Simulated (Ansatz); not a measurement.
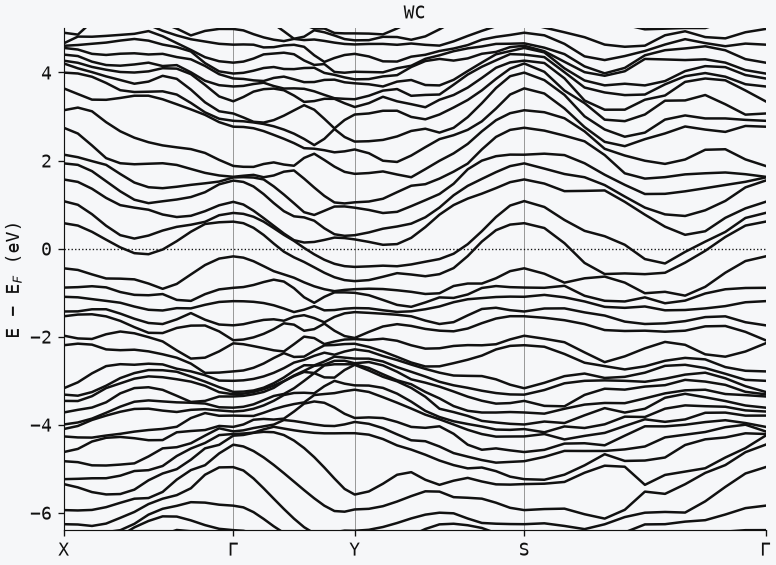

Band structure. Energies are counted from the Fermi level.

Structure: a (101) slab cut from WC (P-6m2), ended by C above and W below, 12 atoms in the cell.

Computed with Ansatz: DFT PBE, scalar-relativistic, plane waves, PAW, no spin polarisation, 13×9×1 k mesh, Gaussian smearing of 0.1 eV.

> Is there a gap at the Fermi level?

A metal: 2 bands cross the Fermi level along this path.

> By band count a gap could open at this filling. What closes it?

The last band that the electron count would fill rises to 0.61 eV above the Fermi level at Γ, leaving holes there, and the next band dips to 0.42 eV below it at Y, holding electrons: an overlap of 1.03 eV.

> Which levels at Y lie nearest to the Fermi level?

At Y the nearest levels lie 0.42 eV below and 0.21 eV above the Fermi level.

Spin-orbit coupling is left out, which matters for W.
